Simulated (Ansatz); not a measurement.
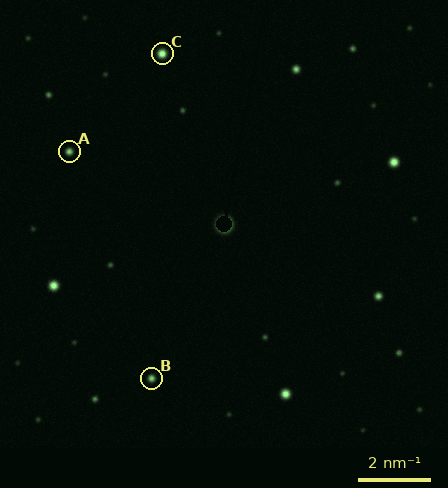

The pattern is a kinematic simulation for 200 kV electrons (no multiple scattering; isotropic B = 1 Å²). The zone axis points towards the electron source and the pattern is seen from the source side.

The sample is Mn, space group I-43m (No. 217), a = 8.383 Å. Structure: the end point of a relaxation with DFT LDA, scalar-relativistic, plane waves, PAW (Ansatz).

Spot A is indexed -4 0 0 and spot B 0 -4 0.

Q: What are the indices of the remaining marked spot?

A: C = (3/4)A − (3/4)B = -3 3 0 (d = 1.976 Å).

Q: Find the zone axis.

A: The cross product of A and B is parallel to [001]; every spot obeys hu + kv + lw = 0.
